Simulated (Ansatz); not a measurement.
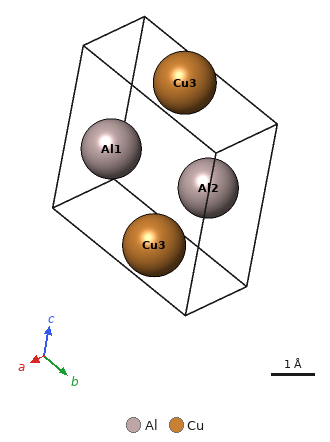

The structure as given in the input (spheres-only view of the cell of the calculation, seen slightly off an axis; atoms are numbered from 1 in the order of the input). An atom can appear more than once, as a periodic image.

## Run report: Al2Cu, single-point calculation

- system: Al2Cu (3 atoms in the cell)
- method: DFT PBEsol, scalar-relativistic, plane waves, PAW, PAW set soft_1, no spin polarisation (Ansatz 0.2.0)

The structure derives from a Materials Project entry. Figures and captions count atoms from 1; the log counts them from 0 in places.

### What the program printed
```
Warning: [file] the record states the generating functional pbe (its physics header spells it `PBE`), which answers neither for hamiltonian.xc's functional nor for the pbesol family's — results may be inconsistent (PPs are generated against a specific XC)
Warning: [file] the record states the generating functional pbe (its physics header spells it `PBE`), which answers neither for hamiltonian.xc's functional nor for the pbesol family's — results may be inconsistent (PPs are generated against a specific XC)
Engine: ansatz 0.2.0, aarch64-unknown-linux-gnu
Pseudopotentials: kind: paw
Pseudopotential: Al, paw, valence charge 3, recommended cutoff 420 eV (normal), [file]
Pseudopotential: Cu, paw, valence charge 19, recommended cutoff 420 eV (normal), [file]
Functional definition: PBEsol
  exchange = pbesol_x
  correlation = pbesol_c
Crystal: 3 atoms, lattice volume = 46.945 Å³
Basis set: ecut = 520 eV, 1243 PW (Γ), exchange–correlation on 64×64×64 points (8 copies of the dense FFT grid, shifted against one another)
Bands: 17, of which v1, the nominal top of the filled ones, is band 13 counted from 1 (12 counted from 0)
Symmetry: 2 space group operations
Space group: Cm (ITA 8), of the structure as read, at distance tolerance 3.6e-5 Å
k-points: 744 of 2744 (time reversal used)
Non-local potential: Al, projectors of the file, l = 0: 2, l = 1: 2, l = 2: 1
Non-local potential: Cu, projectors of the file, l = 0: 3, l = 1: 2, l = 2: 3, l = 3: 1
PAW form: soft (Blöchl's): semilocal exchange-correlation on the pseudo side does not see the compensation charge
PAW frozen core: Al, regenerated for the run's functional, and the local potential with it (the file was generated under x = pbe(κ = 0.804, μ = 0.2195149727645171), c = pbe(β = 0.06672455060314922))
PAW frozen core: Cu, regenerated for the run's functional, and the local potential with it (the file was generated under x = pbe(κ = 0.804, μ = 0.2195149727645171), c = pbe(β = 0.06672455060314922))
PAW one-centre angular grid: Al, 110 points (default); XC on 64 Gauss nodes
PAW one-centre angular grid: Cu, 590 points (default); XC on 64 Gauss nodes
Initial density: superposition of atomic densities (chi_scale 0.1, normalization cell, long waves kept (reshape's long-wave potential 0.00 eV rms))
Initial wavefunctions: pseudopotential atomic-orbital guess
Functional: x = pbesol(κ = 0.804, μ = 0.12345679012345678), c = pbesol(β = 0.046)
SCF iter   1: F=—  HF=-7641.846682 eV  |F-HF|=—  |Δ(HF+E_count)|=         —  Δρ=3.38e-1  dr2=3.64e1  ethr=3.10e-3  ⟨swp⟩=5.3  Hψ=62594  notcnv=0
preconditioner: auto → Kerker (q_TF=auto, 2.456 Å⁻¹)  [metal: Δε(μ)=0.004 eV  Ē_g=7.239 eV  σ=0.150 eV  W_gap=0.02  n_scr=14 (ndim 8)  ℏωp=22.3 eV  f_vac=0.000  D(μ)=1.37/eV (n_scr^D=14)]
SCF iter   2: F=—  HF=-7638.923945 eV  |F-HF|=—  |Δ(HF+E_count)|=    2.92e0  Δρ=1.17e-1  dr2=5.16e0  ethr=3.10e-3  ⟨swp⟩=2.3  Hψ=31380  notcnv=0  defer=128
SCF iter   3: F=—  HF=-7638.340662 eV  |F-HF|=—  |Δ(HF+E_count)|=   5.83e-1  Δρ=5.17e-2  dr2=1.16e0  ethr=3.10e-3  ⟨swp⟩=2.0  Hψ=21505  notcnv=0  defer=143
SCF iter   4: F=—  HF=-7638.196625 eV  |F-HF|=—  |Δ(HF+E_count)|=   1.44e-1  Δρ=1.28e-2  dr2=1.08e-1  ethr=3.10e-3  ⟨swp⟩=2.6  Hψ=18999  notcnv=0  defer=143
SCF iter   5: F=—  HF=-7638.181891 eV  |F-HF|=—  |Δ(HF+E_count)|=   1.47e-2  Δρ=1.18e-3  dr2=3.15e-4  ethr=4.33e-4  ⟨swp⟩=2.6  Hψ=24768  notcnv=0  defer=143
SCF iter   6: F=—  HF=-7638.182612 eV  |F-HF|=—  |Δ(HF+E_count)|=   7.21e-4  Δρ=4.72e-4  dr2=1.24e-4  ethr=1.26e-6  ⟨swp⟩=2.0  Hψ=22198  notcnv=0  defer=143
SCF iter   7: F=—  HF=-7638.182560 eV  |F-HF|=—  |Δ(HF+E_count)|=   5.14e-5  Δρ=2.04e-4  dr2=1.25e-5  ethr=4.96e-7  ⟨swp⟩=2.0  Hψ=18975  notcnv=0  defer=143
SCF iter   8: F=—  HF=-7638.182563 eV  |F-HF|=—  |Δ(HF+E_count)|=   2.36e-6  Δρ=3.12e-5  dr2=7.73e-7  ethr=5.01e-8  ⟨swp⟩=2.0  Hψ=20986  notcnv=0  defer=143
SCF iter   9: F=-7638.182563 eV  HF=-7638.182563 eV  |F-HF|=3.87e-8  |Δ(HF+E_count)|=   1.53e-7  Δρ=1.13e-5  dr2=9.37e-8  ethr=4.00e-10  ⟨swp⟩=10.2  Hψ=92008  notcnv=0
SCF 1 converged in 9 iterations: F = -7638.182563 eV  dr2 = 9.37e-8
  Residual-converged pass: ⟨swp⟩=1.0  Hψ=15625  notcnv=0  max |occ|·‖R‖ = 7.1e-9 eV (tolerance 1.0e-8 eV)  dr2=9.37e-8  dr2_onsite=1.46e-8  max |Δocc| = 5.6e-11
  greatest PAW one-centre occupation: 0.999 electrons in one spin orbital (limit 2), on the Cu atom at site 2 (counted from 0), in its partial waves of l = 0
```

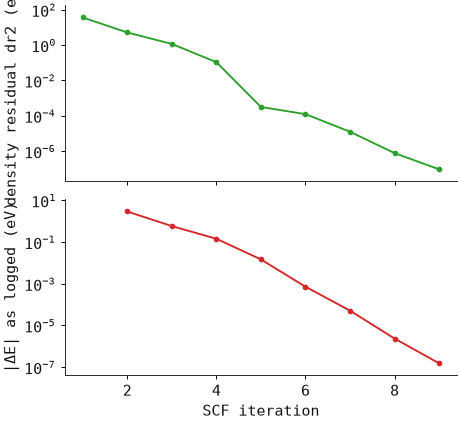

Convergence of the self-consistent field: density residual dr2 and size of the energy change against the SCF iteration. The residual falls at every step.

```
SCF converged after 9 iterations
Free energy (F): -7638.182563 eV
Harris-Foulkes:  -7638.182563 eV  (|F-HF|=3.87e-8)
Internal energy: -7638.172258 eV  (E = F + TS)
E sigma→0 (E₀):  -7638.177411 eV
Entropy (-TS):   -0.010305 eV (-3.435 meV/atom)
Fermi energy:    9.255972 eV
--- Per-component energies (eV) ---
  E_band       = -495.161146
  E_kinetic    = 311.206422
  E_local      = -6349.091004  (includes V_loc(G=0)·N_el)
  E_nonlocal   = 902.515469
  E_hartree    = 2764.050443
  E_xc         = -145.320842
  E_vxc        = -150.139056  (∫ρ·V_xc dr)
  E_paw        = -2687.044503  (= ΣΔE_a)
  E_vpaw       = -737.772516  (= ΣTr[D̂ρ^β])
  E_aug_tail   = 0.000361  (compensation charges beyond the density's cutoff)
  E_ewald      = -2434.733085
  E_core_change = 0.244481  (= ΣΔE_core)
  E_smearing   = -0.010305  (= −TS)
  E_closure    = -0.000000  (closes the sum)
  Σ components = -7638.182563   (vs F -7638.182563, Δ=0.00e0)
--- Forces (eV/Å), atoms counted from 1 ---
  atom   1  Al     1.00762604     0.11874861     0.38512228
  atom   2  Al     1.00762604     0.11874861    -0.38512228
  atom   3  Cu    -2.01525389    -0.23749653     0.00000000
  max |Σ_I F_I| component: 1.80e-6 eV/Å
--- Stress (GPa, compression-positive) ---
        4.251861      -0.346496      -0.000000
       -0.346497      -0.377877       0.000000
       -0.000000       0.000000       3.314121
  P = ⅓ Tr σ = 2.3960 GPa (23.960 kbar)
--- Band table (eV; the first three rows and the last of 744) ---
  k-point 0: bands = ["-104.3791", "-61.8931", "-61.8916", "-61.8574", "-1.0595", "4.5540", "4.6119", "4.6193", "5.1409", "5.1703", "11.5942", "11.6670", "12.1332", "12.2252", "12.6282", "12.7448", "13.8026"]
  k-point 1: bands = ["-104.3791", "-61.8931", "-61.8916", "-61.8574", "-0.9676", "4.5347", "4.6173", "4.6329", "5.1428", "5.1598", "10.8944", "10.9007", "11.7233", "11.8244", "13.5639", "13.5667", "14.3677"]
  k-point 2: bands = ["-104.3791", "-61.8931", "-61.8916", "-61.8574", "-0.6928", "4.4631", "4.6529", "4.6742", "5.1010", "5.1746", "9.9229", "9.9298", "10.8794", "11.0838", "13.2025", "14.9004", "14.9111"]
  k-point 743: bands = ["-104.3791", "-61.8932", "-61.8917", "-61.8574", "3.0547", "3.3336", "4.0501", "5.0607", "5.1180", "5.3252", "5.3396", "7.2434", "7.3440", "9.6400", "10.7181", "18.3217", "19.8493"]
```

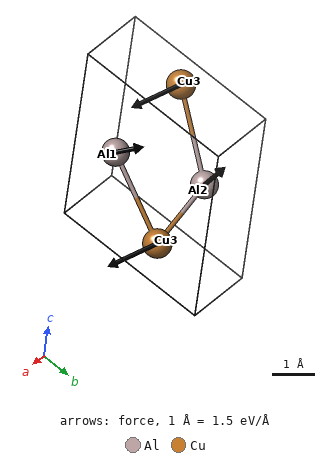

Forces on the atoms as black arrows (ball-and-stick view of the cell of the calculation, seen slightly off an axis; atoms are numbered from 1 in the order of the input). The largest act on Cu3 (2.03 eV/Å); Al1, Al2 (1.09 eV/Å). The geometry is not a stationary point of this energy.

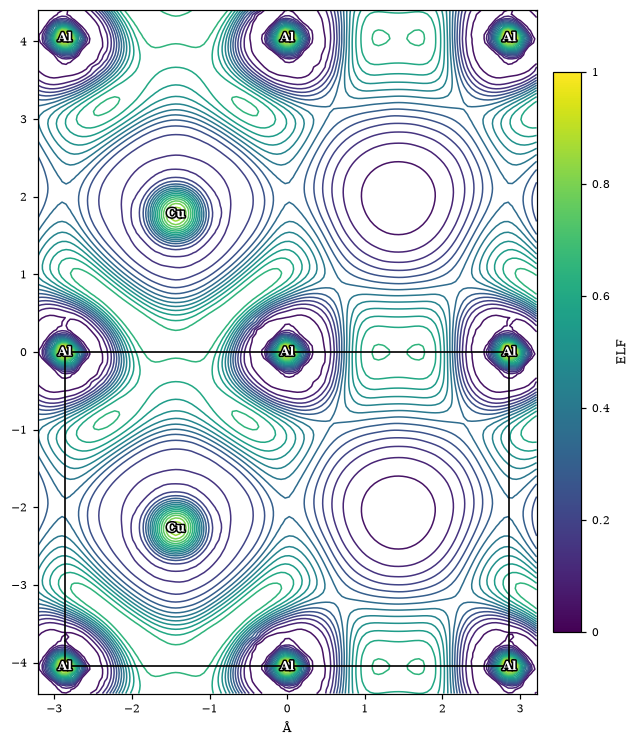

Electron localisation function on the (100) plane of the conventional cell. Al–Cu (2.28 Å): the ELF peaks at about 0.70 between the atoms. The strong features right at Cu lie inside the PAW spheres (semicore, d or f shells) and say nothing about bonding. In a PAW calculation such maps are meaningful between the atoms, not at the nuclei.

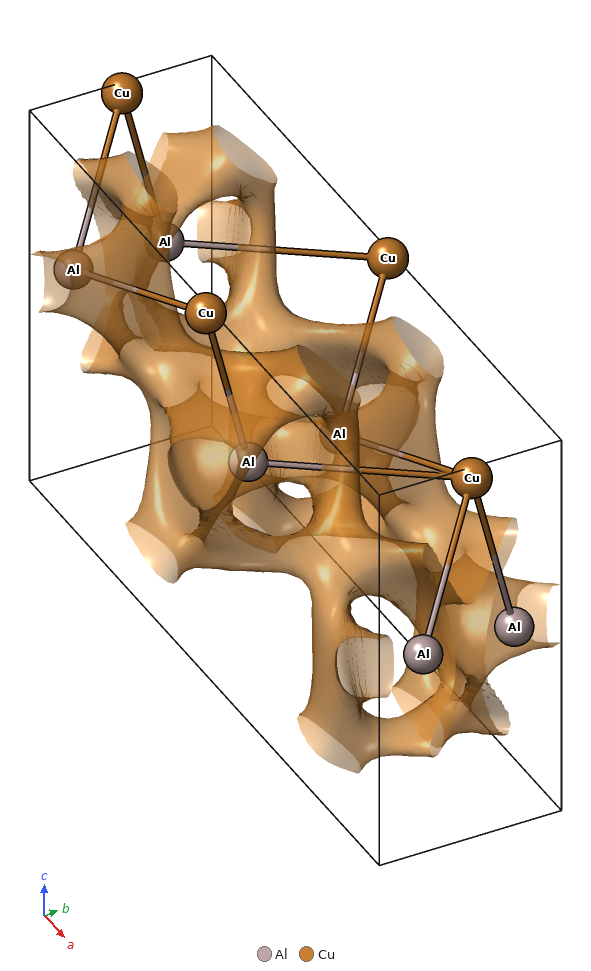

Isosurface of the ELF at 0.6 (orange), seen slightly off an axis. Only the valence region is drawn (cores and ρ < 0.01 e/Å³ removed). Sticks mark near contacts. The outline is the cell set on symmetry axes. The ELF exceeds this value in one network that runs through the whole crystal, counted in one cell of 6 atoms.  Values along the shortest contacts: Al–Cu (2.28 Å): the ELF peaks at about 0.70 between the atoms. Al–Cu (2.46 Å): the ELF peaks at about 0.70 between the atoms.

This output came from the following input.

### Input file
```yaml
crystal:
  lattice:
    - [-2.0246107077, 2.0246107077, 2.863159453]
    - [2.0246107077, -2.0246107077, 2.863159453]
    - [2.0246107077, 2.0246107077, -2.863159453]
  atoms:
    - { symbol: Al, position: [0.7452850484, 0.2169953386, 0.462280387] }
    - { symbol: Al, position: [0.2452850484, 0.7169953386, 0.462280387] }
    - { symbol: Cu, position: [0.5040039231, 0.5280274617, 0.0320313848] }
basis:
  ecutwfc: 520.0
kpoints:
  mp_grid: { grid: [14, 14, 14] }
hamiltonian:
  xc: pbesol
  pseudopotentials: { kind: paw, azcp: { folder: soft_1 } }
scf:
  occupations: { method: gaussian, width: 0.15 }
output:
  forces: true
  stress: true
  eigenvalues: true
  write_density: true
  write_potential: true
  elf: true
  volumetric_format: npy
```

Command:
```bash
ansatz run input.yaml --threads 2 --pin off --max-ram 4096MiB --backend cpu --events-out ev --progress --plain --runs-dir out
```

### Results in brief

| quantity | value |
| --- | --- |
| outcome | converged |
| space group (tolerance 0.01 Å) | Cm (8) |
| electrons treated | 25 |
| free energy | −7638.1826 eV |
| Fermi energy | 9.256 eV |
| gap on the k-point mesh | none (metallic) |
| pressure | 2.40 GPa |
| largest force (length of the vector) | 2.029 eV/Å |
| hardware | 2 threads of Arm Neoverse N1, 98 GiB of memory available, shared host |
| wall time | 1.9 min (CPU time 3.8 min) |
| peak memory | 1 GiB |

The program warns: the PAW datasets were made with another functional.
